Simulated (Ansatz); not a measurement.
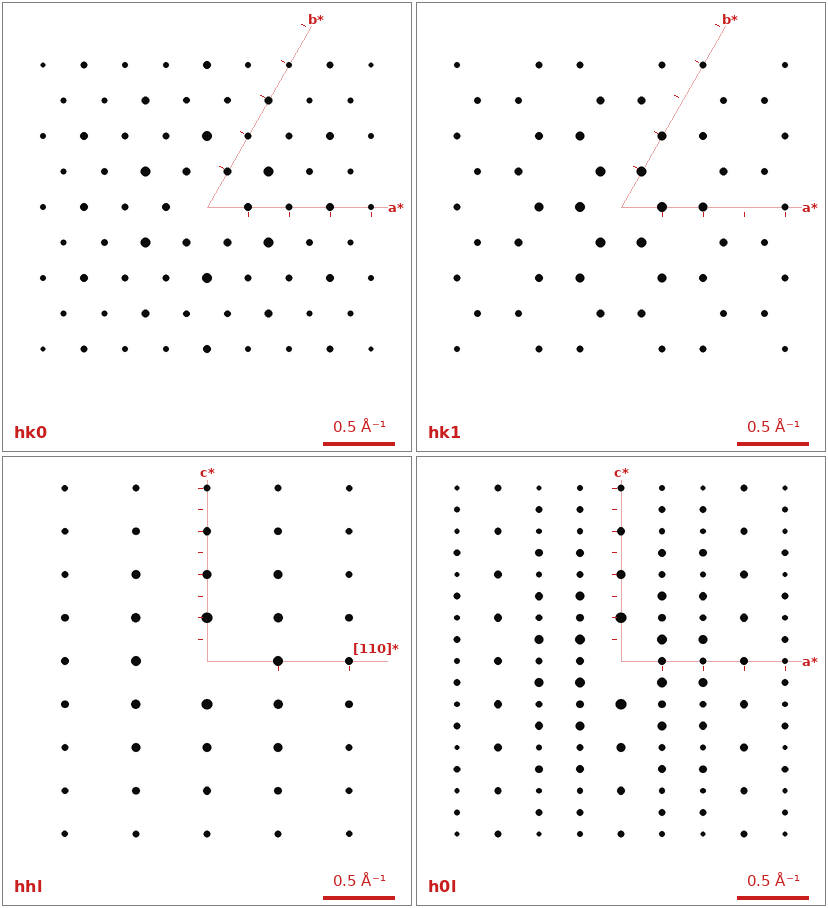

Four undistorted layers of reciprocal space, calculated for a single crystal (X-rays, kinematic |F|², B = 0.5 Å²). Tick marks count the reciprocal lattice steps of the conventional cell along each axis.

> Read the reciprocal cell and give the direct cell.

a* = 0.292, b* = 0.292, c* = 0.154 Å⁻¹, γ* = 60°; the cell is hexagonal with a = 3.96 Å, c = 6.50 Å (hexagonal axes).

> List the systematic absences.

Reflections are present only under these conditions. hkl: no condition; hk0: no condition; h0l: no condition; hhl: l = 2n; 00l: l = 2n. The lattice is primitive (P). Further gaps, such as 3 0 1, 0 3 1, 3 0 3, come from atoms on special positions, not from the group's general conditions.

> Which space groups fit?

The intensities have Laue symmetry 6/mmm (the hk0 layer shows 6mm, hk1 shows 6mm). With these conditions the candidates are P6_3mc (No. 186), P-62c (No. 190), P6_3/mmc (No. 194). Diffraction geometry alone does not choose among them; the structure has P6_3/mmc. The compound is Ca. Structure: the input geometry of an electronic-structure calculation (not necessarily at equilibrium); the starting structure was generated, so it need not be a known form of this composition.
